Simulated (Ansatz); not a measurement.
Single-point calculation, with input and output: CuO

- system: CuO (4 atoms in the cell)
- method: DFT r2SCAN, scalar-relativistic, plane waves, PAW (Ansatz 0.2.0)

The structure derives from a Materials Project entry. The run did not end well. It belongs to a series of runs on one base structure; here: scf algorithm: davidson.

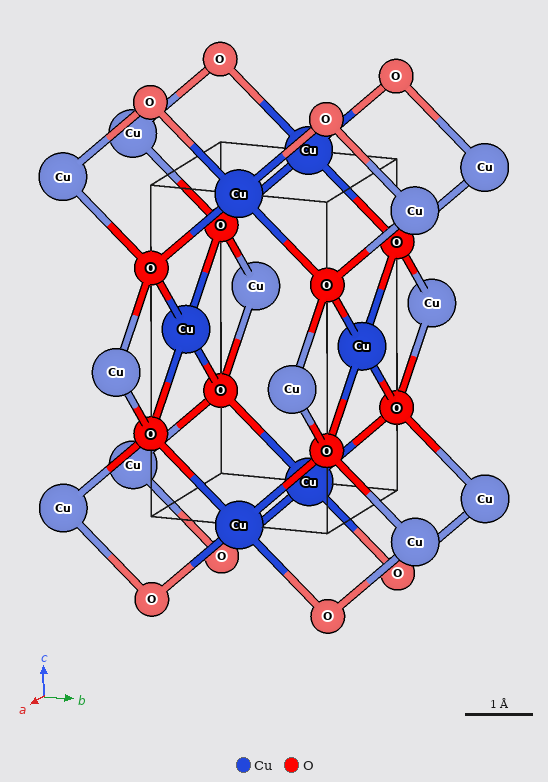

*The structure (ball-and-stick view of the cell of the calculation, seen slightly off an axis; neighbours outside the cell are drawn fainter). An atom can appear more than once, as a periodic image.*

Input:
```yaml
crystal:
  lattice:
    - [2.8795009639, 0.0, 0.0]
    - [0.039072758, 2.8792794796, 0.0]
    - [0.0174953863, 0.0172449008, 5.1763391994]
  atoms:
    - { symbol: Cu, position: [0.5, 0.0, 0.5], spin: -0.61 }
    - { symbol: Cu, position: [0.0, 0.5, 0.0], spin: 0.61 }
    - { symbol: O, position: [0.00157603, 0.99832822, 0.2501129] }
    - { symbol: O, position: [0.99842397, 0.00167178, 0.7498871] }
basis:
  ecutwfc: 500
kpoints:
  mp_grid: { grid: [14, 14, 8] }
hamiltonian:
  xc: r2scan
scf:
  occupations: { method: gaussian, width: 0.1 }
  eigensolver: { kind: davidson }
output:
  forces: true
  stress: true
  eigenvalues: true
  populations: true
magnetization:
  spin_polarized: true
```

Launched with:
```bash
ansatz run input.yaml --threads 1 --pin off --max-ram 2560MiB --backend cpu --events-out ev --progress --plain --runs-dir out
```

The program's output:
```
Engine: ansatz 0.2.0, x86_64-unknown-linux-gnu
Pseudopotentials: kind: paw
Pseudopotential: Cu, paw, valence charge 19, recommended cutoff 500 eV (meta_gga), Cu.paw.azcp
Pseudopotential: O, paw, valence charge 6, recommended cutoff 500 eV (meta_gga), O.paw.azcp
Functional definition: r2SCAN
  parameter k0 = 0.174
  parameter k1 = 0.065
  parameter a1 = 4.9479
  exchange = r2scan_x(k0 = k0, k1 = k1, a1 = a1)
  correlation = r2scan_c
Crystal: 4 atoms, lattice volume = 42.916 Å³
Basis set: ecut = 500 eV, 1087 PW (Γ), exchange–correlation on 96×96×160 points (64 copies of the dense FFT grid, shifted against one another)
Bands: 31, of which v1, the nominal top of the filled ones, is band 25 counted from 1 (24 counted from 0)
Symmetry: 2 space group operations
Space group: P-1 (ITA 2), of the structure as read, at distance tolerance 3.5e-5 Å
Magnetic group: BNS 2.4 (UNI 4), of the structure as read, at distance tolerance 3.5e-5 Å
k-points: 788 of 1568
Non-local potential: Cu, projectors of the file, l = 0: 3, l = 1: 2, l = 2: 3, l = 3: 1
Non-local potential: O, projectors of the file, l = 0: 2, l = 1: 2, l = 2: 1
PAW form: soft (Blöchl's): semilocal exchange-correlation on the pseudo side does not see the compensation charge
PAW frozen core: Cu, regenerated for the run's functional (the file was generated under x = pbe(κ = 0.804, μ = 0.2195149727645171), c = pbe(β = 0.06672455060314922))
PAW frozen core: O, regenerated for the run's functional (the file was generated under x = pbe(κ = 0.804, μ = 0.2195149727645171), c = pbe(β = 0.06672455060314922))
PAW one-centre angular grid: Cu, 590 points (default); XC on 160 Gauss nodes
PAW one-centre angular grid: O, 302 points (default); XC on 160 Gauss nodes
Initial density: superposition of atomic densities (chi_scale 0.1, normalization cell, long waves kept (reshape's long-wave potential 0.00 eV rms))
Starting moments: Σ|m| = 1.22 μB on 2 of 4 sites
Starting magnetic order: compensated ferrimagnet; no operation exchanges its spin sublattices
Initial wavefunctions: pseudopotential atomic-orbital guess
Functional: x = r2scan, c = r2scan; τ floored in thin density (d = 2e-4 eV/Å³)
iter 1 solved again at ethr=8.81e-4 eV; its pass at ethr=1.00e-1 eV (dr2=4.40e-1 eV) is discarded
SCF iter   1: F=—  HF=-14396.627013 eV  |F-HF|=—  |Δ(HF+E_count)|=         —  Δρ=4.91e-2 (↑4.87e-2 ↓4.91e-2)  dr2=4.16e-1  dr2_τ=2.27e-2  dr2_m=6.51e-1  M=-0.000 μB ∫|m|=0.494 μB  β_m=0.30  ethr=8.81e-4  ⟨swp⟩=5.3  Hψ=279855  notcnv=0
preconditioner: auto → Kerker (q_TF=auto, 2.799 Å⁻¹)  [metal: Δε(μ)=0.000 eV  Ē_g=13.270 eV  σ=0.100 eV  W_gap=0.00  n_scr=16 (ndim 8)  ℏωp=33.1 eV  f_vac=0.003  D(μ)=1.95/eV (n_scr^D=16)]
spin=Collinear: Kerker preconditioning applied to the charge; magnetization (m = ρ↑ − ρ↓) channel mixes plain (no charge-response kernel on spin).
SCF iter   2: F=—  HF=-14396.923236 eV  |F-HF|=—  |Δ(HF+E_count)|=   2.96e-1  Δρ=3.25e-2 (↑3.25e-2 ↓3.23e-2)  dr2=2.08e-1  dr2_τ=7.43e-3  dr2_m=2.42e-1  M=0.001 μB ∫|m|=0.579 μB  β_m=0.30  ethr=8.31e-4  ⟨swp⟩=3.0  Hψ=100708  notcnv=0  defer=9  κ⁻¹=1.0e0(r=1)
spin-set hold released at iteration 2 (site moments show no strong build): the magnetisation degrees of freedom join the quasi-Newton model from the next iteration; the mixer history was kept
SCF iter   3: F=—  HF=-14397.095449 eV  |F-HF|=—  |Δ(HF+E_count)|=   1.72e-1  Δρ=2.32e-2 (↑2.30e-2 ↓2.32e-2)  dr2=1.53e-1  dr2_τ=3.82e-3  dr2_m=9.73e-2  M=0.001 μB ∫|m|=0.633 μB  β_m=0.30  ethr=4.17e-4  ⟨swp⟩=2.9  Hψ=100542  notcnv=0  defer=20  κ⁻¹=6.5e-2(r=2)
SCF iter   4: F=—  HF=-14397.331397 eV  |F-HF|=—  |Δ(HF+E_count)|=   2.36e-1  Δρ=1.33e-2 (↑1.13e-2 ↓1.33e-2)  dr2=7.59e-2  dr2_τ=7.81e-4  dr2_m=2.73e-2  M=0.005 μB ∫|m|=0.834 μB  β_m=0.30  ethr=3.06e-4  ⟨swp⟩=3.5  Hψ=118669  notcnv=0  defer=277  κ⁻¹=4.0e-3(r=3)
SCF iter   5: F=—  HF=-14397.341789 eV  |F-HF|=—  |Δ(HF+E_count)|=   1.04e-2  Δρ=1.19e-2 (↑1.19e-2 ↓1.07e-2)  dr2=5.05e-2  dr2_τ=6.75e-4  dr2_m=2.69e-2  M=0.000 μB ∫|m|=0.897 μB  β_m=0.30  ethr=1.52e-4  ⟨swp⟩=2.1  Hψ=89886  notcnv=0  defer=82  κ⁻¹=1.9e-3(r=4)
SCF iter   6: F=—  HF=-14397.358340 eV  |F-HF|=—  |Δ(HF+E_count)|=   1.66e-2  Δρ=1.07e-2 (↑9.52e-3 ↓1.07e-2)  dr2=3.06e-2  dr2_τ=5.85e-4  dr2_m=2.47e-2  M=0.004 μB ∫|m|=1.002 μB  β_m=0.30  ethr=1.01e-4  ⟨swp⟩=2.1  Hψ=90399  notcnv=0  defer=60  κ⁻¹=1.6e-3(r=5)
SCF iter   7: F=—  HF=-14397.419343 eV  |F-HF|=—  |Δ(HF+E_count)|=   6.10e-2  Δρ=6.09e-3 (↑6.09e-3 ↓5.70e-3)  dr2=9.27e-3  dr2_τ=3.40e-4  dr2_m=7.03e-3  M=0.003 μB ∫|m|=1.310 μB  β_m=0.40  ethr=6.11e-5  ⟨swp⟩=3.9  Hψ=132700  notcnv=0  defer=56  κ⁻¹=6.5e-4(r=6)
SCF iter   8: F=—  HF=-14397.455028 eV  |F-HF|=—  |Δ(HF+E_count)|=   3.57e-2  Δρ=2.42e-3 (↑2.24e-3 ↓2.42e-3)  dr2=3.07e-3  dr2_τ=5.53e-5  dr2_m=4.66e-4  M=0.002 μB ∫|m|=1.496 μB  β_m=0.30  ethr=1.85e-5  ⟨swp⟩=4.0  Hψ=140226  notcnv=0  defer=17  κ⁻¹=3.2e-4(r=7)
SCF iter   9: F=—  HF=-14397.456257 eV  |F-HF|=—  |Δ(HF+E_count)|=   1.23e-3  Δρ=2.11e-3 (↑1.80e-3 ↓2.11e-3)  dr2=7.37e-4  dr2_τ=1.23e-5  dr2_m=1.16e-3  M=0.001 μB ∫|m|=1.509 μB  β_m=1.20  ethr=6.15e-6  ⟨swp⟩=2.8  Hψ=91286  notcnv=0  defer=7  κ⁻¹=9.6e-5(r=8)
SCF iter  10: F=—  HF=-14397.457042 eV  |F-HF|=—  |Δ(HF+E_count)|=   7.85e-4  Δρ=7.32e-4 (↑7.32e-4 ↓7.09e-4)  dr2=8.98e-5  dr2_τ=3.46e-6  dr2_m=1.62e-4  M=0.001 μB ∫|m|=1.551 μB  β_m=0.30  ethr=1.47e-6  ⟨swp⟩=4.0  Hψ=135111  notcnv=0  defer=6  κ⁻¹=1.8e-4(r=8)
SCF iter  11: F=—  HF=-14397.457157 eV  |F-HF|=—  |Δ(HF+E_count)|=   1.15e-4  Δρ=5.49e-4 (↑4.93e-4 ↓5.49e-4)  dr2=6.74e-5  dr2_τ=9.28e-7  dr2_m=7.59e-5  M=0.001 μB ∫|m|=1.552 μB  β_m=1.20  ethr=1.80e-7  ⟨swp⟩=2.6  Hψ=89970  notcnv=0  defer=3  κ⁻¹=1.8e-5(r=8)
SCF iter  12: F=—  HF=-14397.457289 eV  |F-HF|=—  |Δ(HF+E_count)|=   1.32e-4  Δρ=4.52e-4 (↑2.76e-4 ↓4.52e-4)  dr2=3.48e-5  dr2_τ=3.62e-7  dr2_m=4.33e-5  M=0.000 μB ∫|m|=1.550 μB  β_m=0.30  ethr=1.35e-7  ⟨swp⟩=3.3  Hψ=118179  notcnv=0  defer=1  κ⁻¹=1.4e-4(r=8)
SCF iter  13: F=—  HF=-14397.457293 eV  |F-HF|=—  |Δ(HF+E_count)|=   3.83e-6  Δρ=2.37e-4 (↑1.03e-4 ↓2.37e-4)  dr2=1.46e-5  dr2_τ=1.42e-7  dr2_m=7.04e-6  M=0.000 μB ∫|m|=1.546 μB  β_m=1.12  ethr=6.97e-8  ⟨swp⟩=3.2  Hψ=113081  notcnv=0  defer=1  κ⁻¹=3.7e-5(r=8)
SCF iter  14: F=—  HF=-14397.457312 eV  |F-HF|=—  |Δ(HF+E_count)|=   1.84e-5  Δρ=1.57e-4 (↑1.57e-4 ↓1.16e-4)  dr2=3.14e-6  dr2_τ=5.45e-8  dr2_m=6.17e-6  M=0.000 μB ∫|m|=1.544 μB  β_m=1.20  ethr=2.92e-8  ⟨swp⟩=3.4  Hψ=104446  notcnv=0  defer=1  κ⁻¹=1.1e-5(r=8)
SCF iter  15: F=—  HF=-14397.457317 eV  |F-HF|=—  |Δ(HF+E_count)|=   5.03e-6  Δρ=5.50e-5 (↑5.50e-5 ↓5.39e-5)  dr2=1.76e-6  dr2_τ=1.62e-8  dr2_m=2.41e-7  M=0.000 μB ∫|m|=1.546 μB  β_m=1.20  ethr=6.28e-9  ⟨swp⟩=3.7  Hψ=119215  notcnv=0  defer=7  κ⁻¹=5.2e-5(r=8)
SCF iter  16: F=—  HF=-14397.457319 eV  |F-HF|=—  |Δ(HF+E_count)|=   2.53e-6  Δρ=2.64e-5 (↑2.48e-5 ↓2.64e-5)  dr2=3.55e-7  dr2_τ=4.14e-9  dr2_m=3.54e-8  M=0.000 μB ∫|m|=1.545 μB  β_m=1.20  ethr=3.52e-9  ⟨swp⟩=3.0  Hψ=110569  notcnv=0  defer=2  κ⁻¹=3.7e-5(r=8)
SCF iter  17: F=—  HF=-14397.457320 eV  |F-HF|=—  |Δ(HF+E_count)|=   8.81e-7  Δρ=1.32e-5 (↑1.32e-5 ↓1.17e-5)  dr2=1.12e-7  dr2_τ=1.18e-9  dr2_m=2.94e-9  M=0.000 μB ∫|m|=1.545 μB  β_m=1.20  ethr=7.10e-10  ⟨swp⟩=3.0  Hψ=111278  notcnv=0  κ⁻¹=6.0e-6(r=8)
```

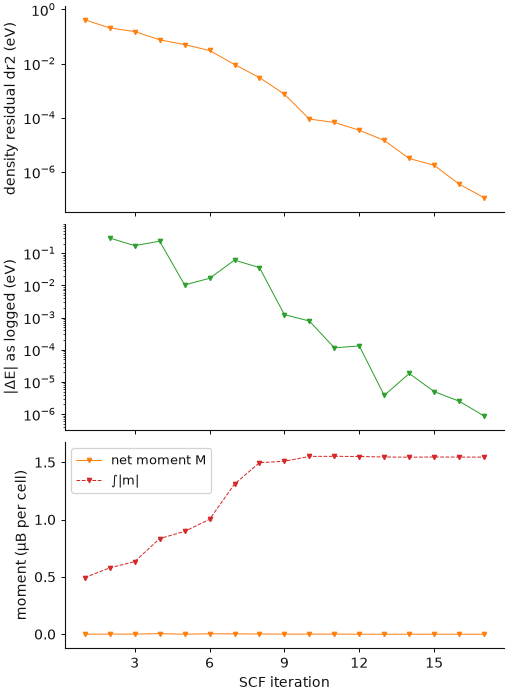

*Convergence of the self-consistent field: density residual dr2, size of the energy change and magnetic moment against the SCF iteration.*

The run ended after 17 iterations. The net moment stays at 0.0 μB per cell.

What the run reported:

```csv
quantity,value
outcome,stopped at the time limit
space group (tolerance 0.01 Å),C2/c (15)
hardware,"1 thread of Oxide Virtual Turin-like (Zen 5), 32 GiB of memory available, shared host"
wall time,7.6 min
peak memory,1.5 GiB
```

The run was cut off by its time limit, so the output is incomplete. The electronic state found may not be the lowest one.
